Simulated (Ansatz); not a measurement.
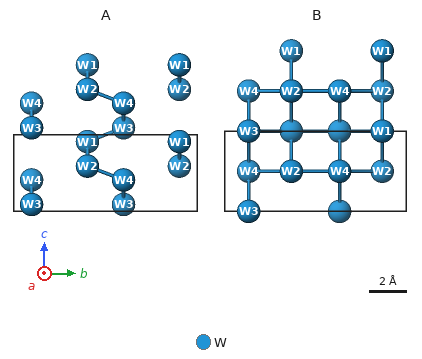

Two geometries of solid W (built on the black phosphorus_64 type) (coarse preliminary run), drawn at one scale. One is the start of a relaxation, the other its converged end. Style: ball-and-stick. Shown: the conventional cell (2 times the calculation's cell), repeated 1 × 1 × 2 with one cell outlined, along the a axis. Lengths and directions refer to the drawn axes.

The calculation used DFT r2SCAN, scalar-relativistic, plane waves, PAW (Ansatz). Settings: plane-wave cutoff 500 eV; k-point mesh 6 × 6 × 4; occupations gaussian; smearing width 0.1 eV; no spin polarisation; cell and atoms relaxed; force threshold 0.04 eV/Å; at most 70 steps.

Q: Which geometry has the lower energy?

A: Structure B is the relaxed one. Case: black phosphorus type (Cmce, No. 64). The largest moves relative to the cell, 0.52 Å, are those of W1, W2, W3 and W4. W3 goes along [0 1 −3]. Cell: a 3.167 → 3.077 Å (−2.8 %), b 10.045 → 9.932 Å (−1.1 %), c 4.190 → 4.384 Å (+4.6 %). Volume +0.5 %. Some distances before and after: W1–W3 3.522 → 2.791 Å, W1–W2 2.075 → 2.678 Å, W1–W2 (another image) 3.260 → 2.678 Å, W1–W3 (another image) 2.108 → 2.638 Å. New bonds form: W1–W2 (3.26 → 2.68 Å), W1–W3 (3.52 → 2.79 Å), W2–W4 (3.52 → 2.79 Å), W3–W4 (3.26 → 2.68 Å). Bond angles that change, for instance: W2–W1–W2 99.5° → 70.1°, W2–W1–W3 103.4° → 90.0°. The space group (tolerance 0.01 Å) goes from Cmce (No. 64) to Fmmm (No. 69). Over 6 accepted moves (8 points after the start) the energy falls by 17.814 eV per cell of the calculation. The largest force component goes from 13 to 0.0098 eV/Å. Pressure: 118.12 GPa at the start and 0.05 GPa at the end. The line search rejected the trial step at point 5 of the run. The SCF was repeated once at an unchanged geometry on a basis and grid sized afresh for the cell, which shifted the energy by 0.3 meV per cell of the calculation at most.

Limits of the set-up: the k-point mesh is coarse for a cell with partly filled bands.
